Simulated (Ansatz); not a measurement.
## Electronic structure of Si₃₂Ni (cell with a defect) in real space

```xyz
33
Lattice="-5.4701 -5.4701 5.4701 5.4701 -5.4701 -5.4701 5.4701 5.4701 5.4701" Properties=species:S:1:pos:R:3 pbc="T T T"
Si    6.8144   -1.3512    1.3837
Si    4.1061   -4.1031   -4.1022
Si    4.0904   -1.3408    4.1201
Si    1.3653   -4.0981   -1.3611
Si    4.1011   -1.3623   -1.3609
Si    1.3541   -6.8114    1.3837
Si    4.0971   -4.0943    1.3869
Si    9.4919   -1.3738   -1.3724
Si    1.3653   -1.3623    6.8439
Si   -1.3729   -4.0848    1.3770
Si    1.3765   -1.3735    1.4520
Si    4.0876    1.3757    1.3770
Si    1.3439   -4.0874    4.1200
Si    1.3769   -9.4889   -1.3723
Si    4.0909   -6.8210   -1.3398
Si    6.8239   -4.0878   -1.3400
Si    5.4582   -2.7217    0.0176
Si    8.1717    0.0139    0.0148
Si    2.7477   -2.7447    2.7696
Si    5.4569    0.0149    2.7497
Si    2.7319   -2.7288   -2.7272
Si   -0.0109   -8.1686    0.0148
Si    2.7246   -5.4553    0.0176
Si    8.1746   -2.7452   -2.7437
Si   -0.0133   -2.7215    5.4865
Si    2.7243    0.0162    5.4863
Si   -0.0011   -2.7447    0.0053
Si    2.7475    0.0039    0.0054
Si   -0.0120   -5.4540    2.7497
Si    5.4688   -5.4659    2.7270
Si    2.7484   -8.1716   -2.7437
Si    5.4593   -5.4563   -2.6980
Ni    0.4480   -0.4452   -0.4442
```

The program warned that a starting moment wasn't kept; spin-polarised, but the moments vanished.

All numbers below come from DFT PBE, scalar-relativistic, plane waves, PAW in Ansatz.

Core electrons are frozen (PAW), and the valence fields are smoothed inside the atomic spheres.

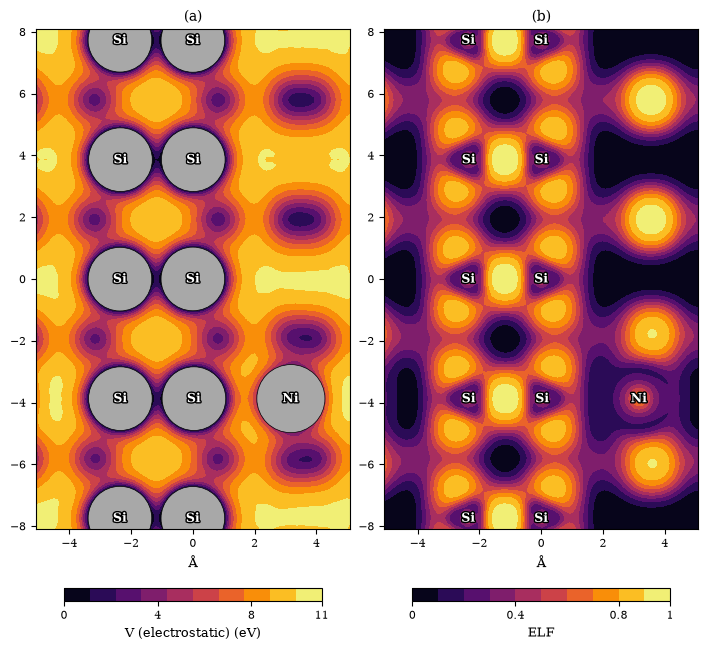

Figure 1. (a) electrostatic potential (local pseudopotential plus Hartree) felt by an electron; (b) electron localisation function on the (101) plane of the calculation cell. Grey discs cover the atomic cores in the potential map.

**Read the bonding off the picture.**

The plane passes through Si and Ni nuclei. Si–Si (2.36 Å): the ELF peaks at about 0.95 between the atoms, as expected for a shared electron pair. The features right at Ni lie inside the PAW spheres, where the map follows smoothed inner orbitals and isn't to be read closely. Outside the cores the potential energy rises away from the atoms and is highest about 1.8 Å from the nearest atoms; its zero is arbitrary.

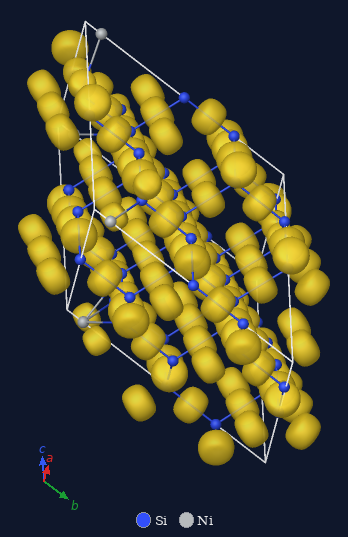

Figure 2. Isosurface of the ELF at 0.8 (yellow), seen at an oblique angle. Core shells and regions of very low density are left out. Sticks mark near contacts.

**What do the ELF domains correspond to?**

The surface consists of 64 regions between bonded Si–Si atoms (shared pairs), counted in one cell of 33 atoms. Any copies at cell faces, edges or corners count once.


Si–Ni (2.31 Å): the ELF peaks at about 0.65 in the valence shell of Si, 0.9 Å from its nucleus, and is about 0.45 at the midpoint. Si–Si (2.34 Å): the ELF peaks at about 0.95 between the atoms.

**Does the calculation make it a metal, or give it a gap?**

It is gapped, with a Kohn–Sham gap of 0.83 eV on the k-point mesh, an upper bound to the gap of this method.
